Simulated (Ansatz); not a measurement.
## Electronic structure of Ga₈N₇ (cell with a defect) in real space

```
Ga N
1.0
     0.00000    0.00000    5.24317
     3.21837    5.57438    0.00000
    -6.43674    0.00000    0.00000
Ga N
8 7
Direct
  0.51138 0.16667 0.33333
  0.49915 0.16558 0.83279
  0.49915 0.66721 0.33442
  0.49915 0.66721 0.83279
  0.99345 0.32873 0.65747
  0.99345 0.32873 0.17127
  0.99975 0.83333 0.66667
  0.99345 0.84253 0.17127
  0.87598 0.16623 0.83312
  0.87598 0.66688 0.33377
  0.87598 0.66688 0.83312
  0.37721 0.33227 0.66453
  0.37721 0.33227 0.16773
  0.37562 0.83333 0.66667
  0.37721 0.83547 0.16773
```

The program warned that a starting moment wasn't kept; spin-polarised, but the moments vanished.

All numbers below come from DFT PBE, scalar-relativistic, plane waves, PAW (Ansatz).

The density is the valence pseudo-density of a PAW calculation; it isn't the true density close to the nuclei.

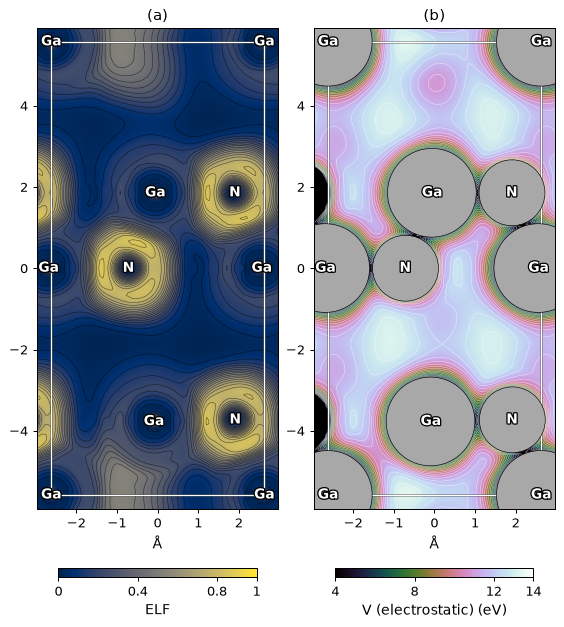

Figure 1. (a) electron localisation function; (b) electrostatic potential (local pseudopotential plus Hartree) felt by an electron on the (011) plane of the calculation cell. Grey discs cover the atomic cores in the potential map.

What do the fields say about this system?

Atoms in the plane: Ga and N.
Ga–N (1.96 Å): the ELF peaks at about 0.85 in the valence shell of N, 0.7 Å from its nucleus, and is about 0.45 at the midpoint.
Ga–N (2.01 Å): the ELF peaks at about 0.85 in the valence shell of N, 0.7 Å from its nucleus, and is about 0.45 at the midpoint.
Outside the cores the potential energy rises away from the atoms and is highest about 1.9 Å from the nearest atoms; its zero is arbitrary.

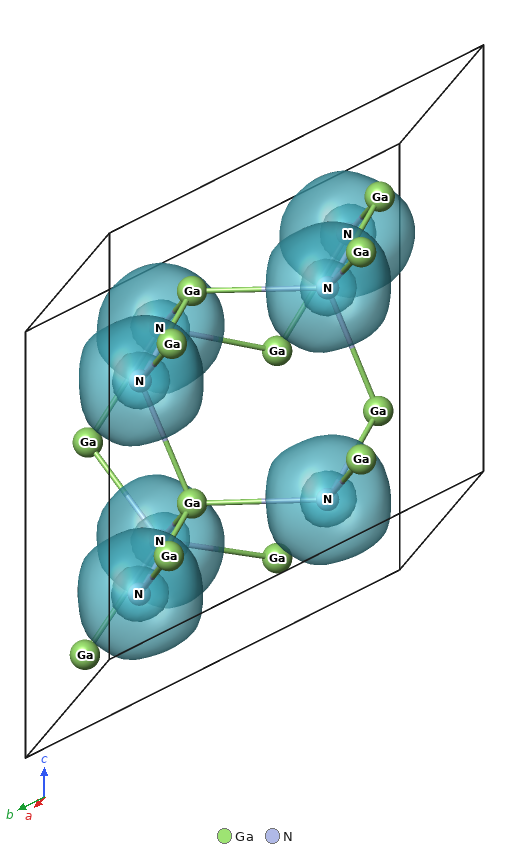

Figure 2. Isosurface of the electron localisation function at 0.65 (cyan), seen at an oblique angle. Only the valence region is drawn (cores and ρ < 0.01 e/Å³ removed). Sticks mark near contacts.

Where are the electrons localised?

The surface consists of seven regions wrapped around N (the valence shell of each), counted in one cell of 15 atoms. Any copies at cell faces, edges or corners count once.
